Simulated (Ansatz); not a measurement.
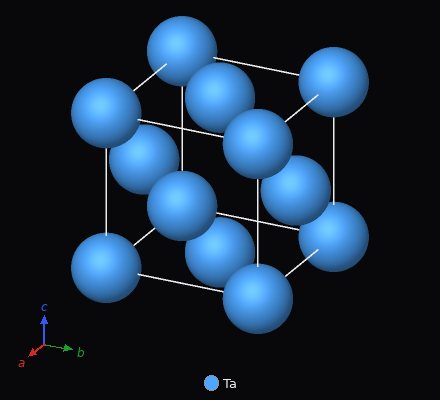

The structure, seen along [211]; the drawing may span several cells.

Given this structure, the geometry relaxed with DFT, LDA (PW92), plane waves (420 eV) with PAW, scalar-relativistic in Ansatz; the starting structure was generated, so it need not be a known form of this composition, written in its standard cell:

```
Ta
1.0
     4.14143    0.00000    0.00000
     0.00000    4.14143    0.00000
     0.00000    0.00000    4.14143
Ta
4
Cartesian
  0.0000 0.0000 0.0000
  0.0000 2.0707 2.0707
  2.0707 0.0000 2.0707
  2.0707 2.0707 0.0000
```

Q: What does the kinematic electron diffraction pattern along [211] look like at 200 kV (B = 0.8 Å²)?

A: The spots form a rectangular net whose two shortest vectors correspond to d = 2.39 Å and 1.46 Å, 90.0° apart. They are -1 1 1 and 0 -2 2. The pattern has symmetry 2mm. The lattice centring (F) removes all reflections that break h + k = 2n, h + l = 2n.

Strongest reflections with d > 0.80 Å, one of each family (|F|² from tabulated Gaussian fits of the electron scattering factors, times a small damping for the curvature of the Ewald sphere):

```json
{"hkl": "1 -1 -1", "d (Å)": "2.391", "I (strongest = 100)": "100"}
{"hkl": "0 2 -2", "d (Å)": "1.464", "I (strongest = 100)": "38"}
{"hkl": "1 1 -3", "d (Å)": "1.249", "I (strongest = 100)": "26"}
{"hkl": "2 -2 -2", "d (Å)": "1.196", "I (strongest = 100)": "23"}
{"hkl": "2 0 -4", "d (Å)": "0.926", "I (strongest = 100)": "11"}
{"hkl": "3 -3 -3", "d (Å)": "0.797", "I (strongest = 100)": "6"}
```

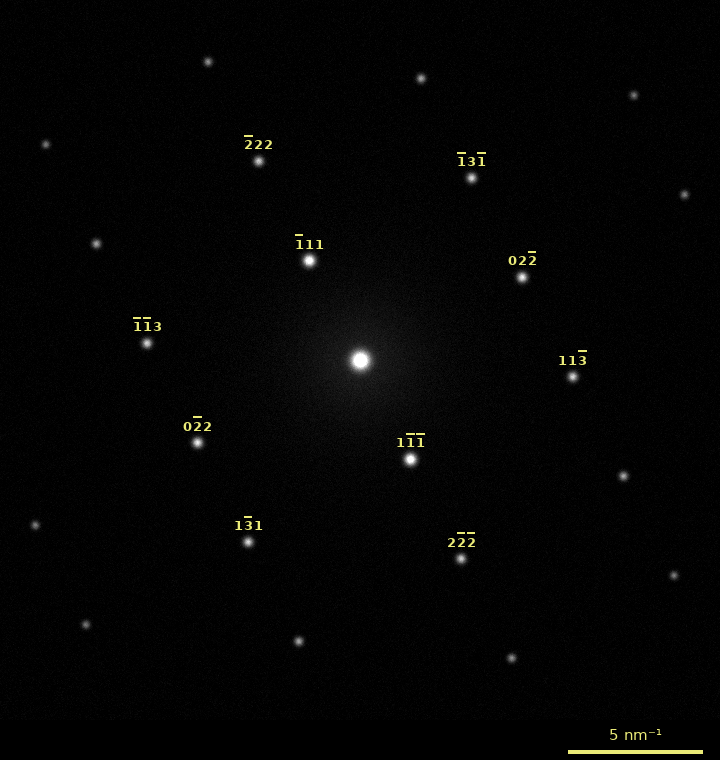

Calculated pattern, seen from the source side with [211] pointing towards the source.
